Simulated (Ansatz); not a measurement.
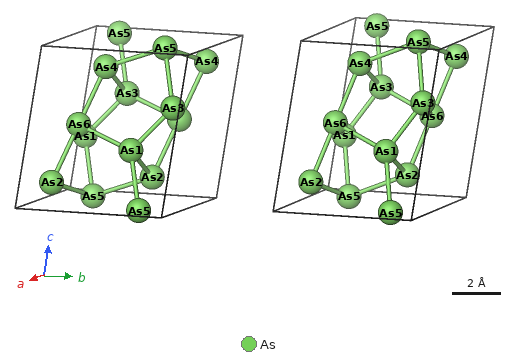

Two geometries of a crystal of As (a generated structure, set up in C2/c), drawn at one scale. One is the start of a relaxation, the other its converged end. The picture is a ball-and-stick view of the conventional cell (2 times the calculation's cell), seen slightly off an axis. Lengths and directions refer to the drawn axes.

All numbers below come from DFT PBE, scalar-relativistic, plane waves, PAW in Ansatz. Set-up: plane-wave cutoff 420 eV; k-point mesh 10 × 10 × 6; occupations gaussian; smearing width 0.1 eV; no spin polarisation; cell and atoms relaxed; force threshold 0.01 eV/Å; at most 80 steps.

Which of the two is the end point?

Answer. The right one is the relaxed one. The energy falls by 61.1 meV per cell of the calculation in 5 accepted moves (8 points after the start). Largest force component: 0.098 eV/Å at the start, 0.0022 eV/Å at the end. Pressure: 0.09 GPa at the start and 0.02 GPa at the end. The line search rejected the trial steps at points 3, 5 of the run. At 1 point the geometry stayed and the basis and grid were re-selected for the new cell (energy shift of 0.1 meV per cell of the calculation at most each time). The largest moves relative to the cell, 0.12 Å, are those of As1, As2, As3 and As4. As2 goes along [0 3 2]. The volume changes by −1.9 %, with a 5.957 → 5.960 Å (0.0 %), b 6.707 → 6.331 Å (−5.6 %), c 7.137 → 7.497 Å (+5.0 %), β 113.7° → 115.1°. Near-neighbour distances that change, for instance: As1–As2 2.746 → 2.682 Å, As1–As6 2.857 → 2.801 Å, As1–As3 2.524 → 2.575 Å, As1–As5 2.712 → 2.729 Å. Among the angles between lasting bonds that change: As2–As4–As6 123.6° → 134.7°, As2–As4–As5 108.4° → 97.4°, As1–As5–As2 86.2° → 80.3°. The space group stays C2/c (No. 15).
